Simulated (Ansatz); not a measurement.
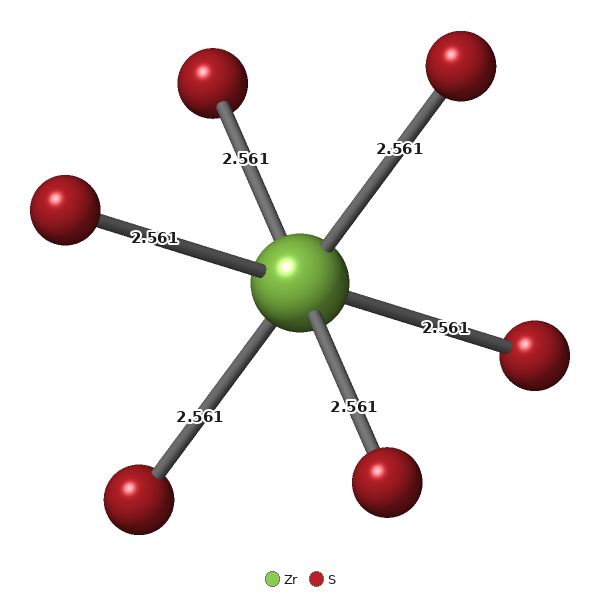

The surroundings of site Zr1 (at 0.000, 0.000, 0.000) in ZrS2 (P-3m1, No. 164), with bond lengths in Å.

The cell is taken from coordinates from a relaxation with Ansatz 0.2.0, DFT, PBE-D4, plane waves, PAW; the starting structure was generated, so it need not be a known form of this composition.

```yaml
crystal:
  lattice:
    - [3.64792, 0.00000, 0.00000]
    - [-1.82396, 3.15919, 0.00000]
    - [0.00000, 0.00000, 5.82000]
  atoms:
    - { symbol: Zr, position: [0.00000, 0.00000, 0.00000] }
    - { symbol: S, position: [0.33333, 0.66667, 0.25020] }
    - { symbol: S, position: [0.66667, 0.33333, 0.74980] }
```

Bond valence s = exp((R0 − d)/b), R0 fitted to published crystal structures with b = 0.37 Å; R0 in Å: Zr4+–S 2.417.

Question: Calculate the bond-valence sum of Zr1 from the bonds drawn.

Answer: 6 × 0.678 = 4.07 v.u., against a formal valence of 4: a close match.

Question: And over the whole structure?

Answer:
| site | x, y, z | formal valence | bond-valence sum | difference |
| --- | --- | --- | --- | --- |
| Zr1 | 0.000, 0.000, 0.000 | +4 | 4.10 | 0.10 |
| S1 | 0.333, 0.667, 0.250 | −2 | 2.05 | 0.05 |

These sums include all anions within 5 Å. The global instability index (root mean square of the differences over all atoms) is 0.07 v.u.: little strain. Cells relaxed with PBE tend to have slightly long bonds, which lowers the sums.
